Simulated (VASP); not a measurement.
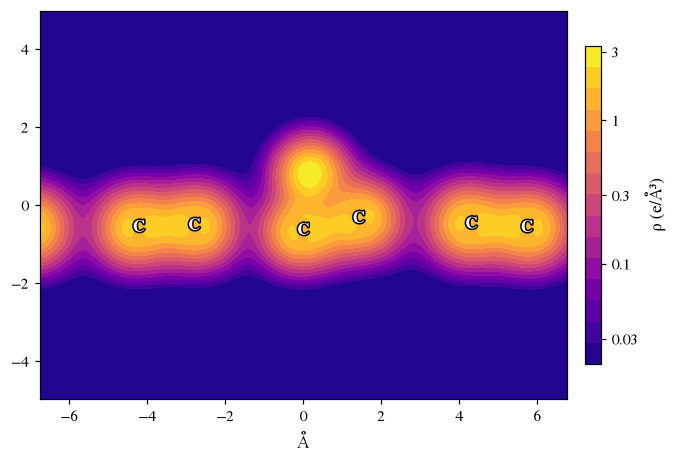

Figure. C18N (slab). Valence charge density (pseudo) on the (110) plane of the calculation cell, a cut from vacuum to vacuum.

Spin-polarised.

The calculation used VASP, Kohn-Sham DFT of a periodic cell, PBEsol, VASP PAW PBE potentials, recommended.

Core electrons are frozen (PAW), and the valence fields are smoothed inside the atomic spheres.

**What does the map show?**

The plane passes through C nuclei.
Atoms just off the plane (N, 0.4 Å away) can leave unmarked features too.
C–C (1.42 Å): ρ at the midpoint is about 2 e/Å³.
C–C (1.46 Å): ρ is about 1.8 e/Å³ halfway.
C–C (1.46 Å): ρ is about 1.8 e/Å³ halfway.
The density dies away to nearly zero in the vacuum.

**Does the calculation give a band gap?**

It is gapped, with a Kohn–Sham gap of 0.33 eV on the k-point mesh, an upper bound to the gap of this method.
